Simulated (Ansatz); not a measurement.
Gd, as given below.

```yaml
crystal:
  lattice:
    - [4.04789, 0.00000, 0.00000]
    - [0.00000, 4.04789, 0.00000]
    - [0.00000, 0.00000, 4.04789]
  atoms:
    - { symbol: Gd, position: [0.00000, 0.00000, 0.00000] }
    - { symbol: Gd, position: [0.50000, 0.50000, 0.50000] }
```

Basis of the simulation: the input geometry of an electronic-structure calculation (not necessarily at equilibrium); the starting structure was generated, so it need not be a known form of this composition.

Q: Where will the first 5 clear peaks of its X-ray PDF lie (peak width σ = 0.15 Å), and from which pairs do they come?

A: 1. 3.50 Å: Gd–Gd at 3.51 Å
2. 4.04 Å: Gd–Gd at 4.05 Å
3. 5.72 Å: Gd–Gd at 5.72 Å
4. 6.72 Å: Gd–Gd at 6.71–7.01 Å
5. 8.10 Å: Gd–Gd at 8.10 Å

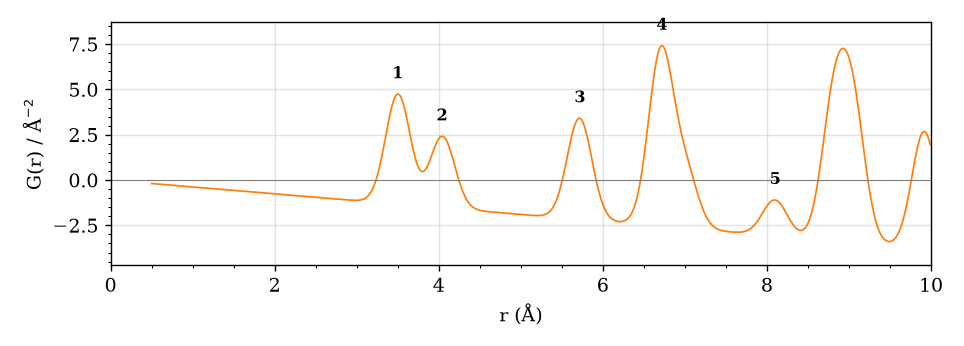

Computed X-ray G(r), with each pair weighted by the product of the atomic numbers (X-ray weights at Q = 0) and a uniform peak width σ = 0.15 Å. There is no Q-range truncation.
